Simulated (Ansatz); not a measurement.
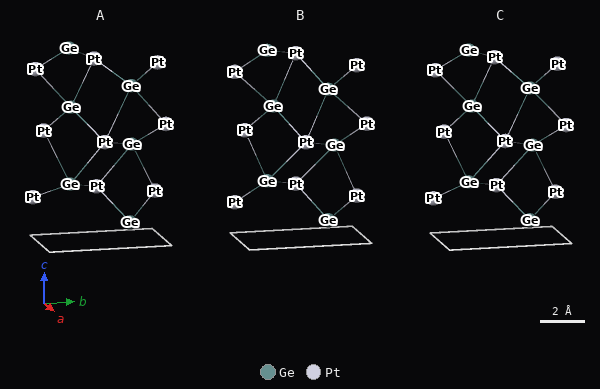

3 geometries from one relaxation of a slab of composition GePt (cut from the Pnma phase), in shuffled order. Style: ball-and-stick. Shown: the cell of the calculation, outlined in the plane, without the vacuum, slightly off an axis.

Case: (0 0 1) slab, atoms relaxed. The slab is the (0 0 1) face of GePt.

Level of theory: Ansatz, DFT PBEsol, scalar-relativistic, plane waves, PAW. (plane-wave cutoff 420 eV; k-point mesh 9 × 6 × 1; occupations gaussian; smearing width 0.1 eV; no spin polarisation; dipole correction; atoms relaxed in a fixed cell; force threshold 0.02 eV/Å; at most 60 steps)

### Order the frames from highest to lowest energy.

B, C, A. They are steps 0, 1, 6, at +0.512 eV per cell of the calculation, +90.4 meV per cell of the calculation relative to the last. The largest moves relative to the layer's centre, 0.26 Å, are those of Pt atoms. By element the largest moves are Pt 0.26 Å, Ge 0.22 Å. The cell stays as it was. Near-neighbour distances that change, for instance: Ge–Pt 2.639 → 2.857 Å, Ge–Pt 2.639 → 2.474 Å, Ge–Pt 2.660 → 2.575 Å, Ge–Pt 2.524 → 2.444 Å. Bond angles that change, for instance: Ge–Pt–Ge 157.3° → 173.7°, Ge–Pt–Ge 71.4° → 83.6°, Pt–Ge–Pt 108.6° → 96.6°. Over 5 accepted moves (6 points after the start) the energy falls by 0.512 eV per cell of the calculation. Largest force component: 1.2 eV/Å at the start, 0.015 eV/Å at the end. 1 step only repeated the SCF at the same geometry.
